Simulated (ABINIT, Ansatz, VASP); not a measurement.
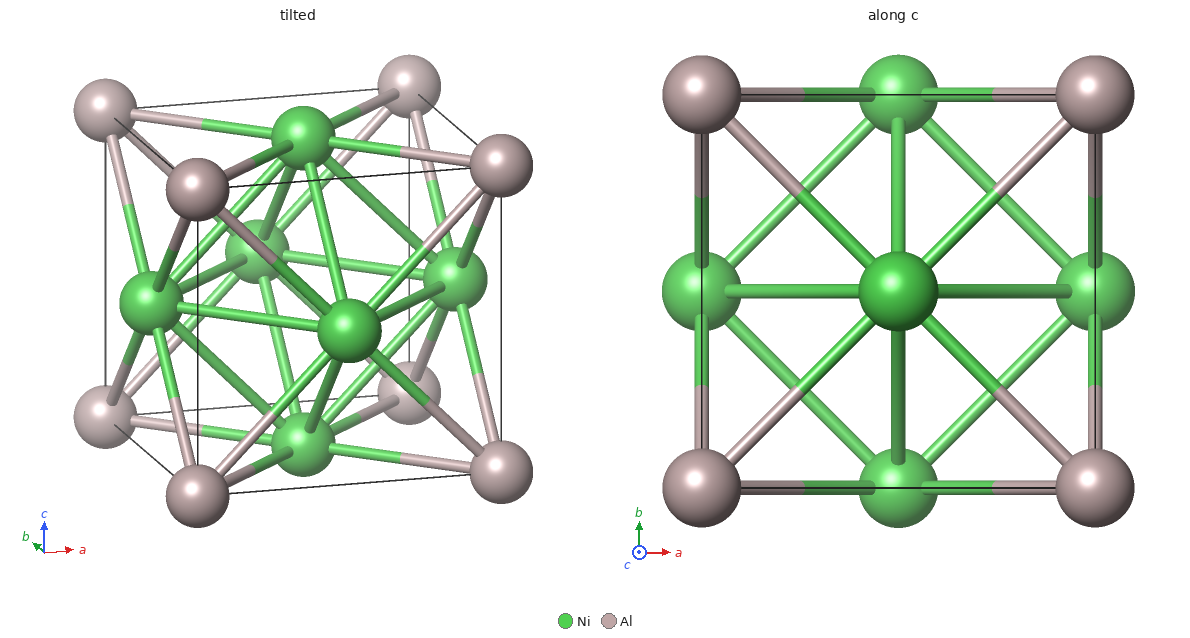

AlNi3, Cu₃Au (L1₂) type, space group Pm-3m (No. 221), a = 3.523 Å, b = 3.523 Å, c = 3.523 Å, α = 90.00°, β = 90.00°, γ = 90.00°. This ball-and-stick model is shown slightly off an axis and along the c axis. The edges of the conventional unit cell are marked. The cell is a structure listed in the Materials Project.

One fixed geometry in three programs or potential sets. Alike in all runs: functional PBE; k mesh 8 × 8 × 8 on the run's cell of 4 atoms; occupations fermi-dirac, width 0.05 eV; collinear spin, ferromagnetic start; no spin-orbit coupling. All runs are metallic.

```tsv
program	pressure (GPa)	net moment (μB per cell of 4)
ABINIT (JTH PAW PBE v2.0)	7.9	0.70
VASP (PBE potentials, release 64 Ni, Al)	7.3	0.67
Ansatz (Ansatz PAW)	?	?
```

### Estimate the row of Ansatz (Ansatz PAW).

A pressure of 7.3 GPa and a moment of 0.70 μB. The other rows span 7.3 to 7.9 GPa and 0.67 to 0.70 μB.

### Is this cell larger or smaller than the equilibrium cell of this functional?

Smaller: all pressures given are positive (7.3 to 7.9 GPa), so its volume would grow.

Plane-wave pressures hold the error of each finite cutoff. Each run keeps the magnetic state that it reached from a ferromagnetic start.

Notes on single rows: ABINIT (JTH PAW PBE v2.0): small starting moments can end in a higher magnetic state in this program.
